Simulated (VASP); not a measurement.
Crystal: BN, coordinates from a relaxation with VASP Kohn-Sham DFT of a periodic cell, BLYP with D4, VASP PAW PBE potentials, recommended (VASP).

```
N B
1.0
     2.50515    0.00000    0.00000
    -1.25258    2.16953    0.00000
     0.00000    0.00000    9.43571
N B
3 3
Cartesian
  0.0000 0.0000 3.1389
  1.2526 0.7232 6.2842
  0.0000 1.4464 9.4294
  1.2526 0.7232 3.1430
  0.0000 1.4464 6.2883
  0.0000 0.0000 9.4335
```

What does its first Brillouin zone look like, and which path through it is standard?

It has a rhombohedral lattice (hR; extended symbol hR1). The zone is a truncated octahedron in its combinatorial type: 14 faces (6 with 4 edges, 8 with 6 edges), 36 edges, 24 vertices. Path: Γ–T–H₂ | H₀–L–Γ–S₀ | S₂–F–Γ.

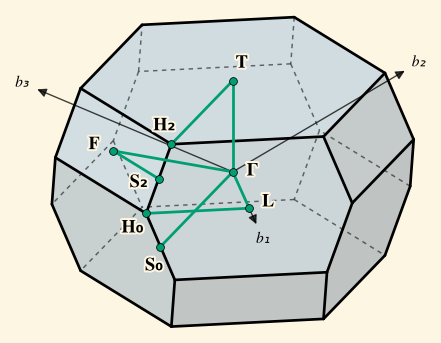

Labels and path follow the convention of Hinuma et al. (2017), as computed by seekpath; the arrows show the directions of the reciprocal primitive vectors b₁, b₂, b₃, in which coordinates are given; lengths include the factor 2π.

```json
{"point": "Γ", "k₁": "0", "k₂": "0", "k₃": "0", "length of k (1/Å)": "0.000"}
{"point": "T", "k₁": "1/2", "k₂": "1/2", "k₃": "1/2", "length of k (1/Å)": "0.999"}
{"point": "L", "k₁": "1/2", "k₂": "0", "k₃": "0", "length of k (1/Å)": "1.486"}
{"point": "F", "k₁": "1/2", "k₂": "0", "k₃": "1/2", "length of k (1/Å)": "1.594"}
{"point": "S₀", "k₁": "0.351", "k₂": "−0.351", "k₃": "0", "length of k (1/Å)": "1.760"}
{"point": "S₂", "k₁": "0.649", "k₂": "0", "k₃": "0.351", "length of k (1/Å)": "1.760"}
{"point": "H₀", "k₁": "1/2", "k₂": "−0.202", "k₃": "0.202", "length of k (1/Å)": "1.798"}
{"point": "H₂", "k₁": "0.798", "k₂": "0.202", "k₃": "1/2", "length of k (1/Å)": "1.798"}
```
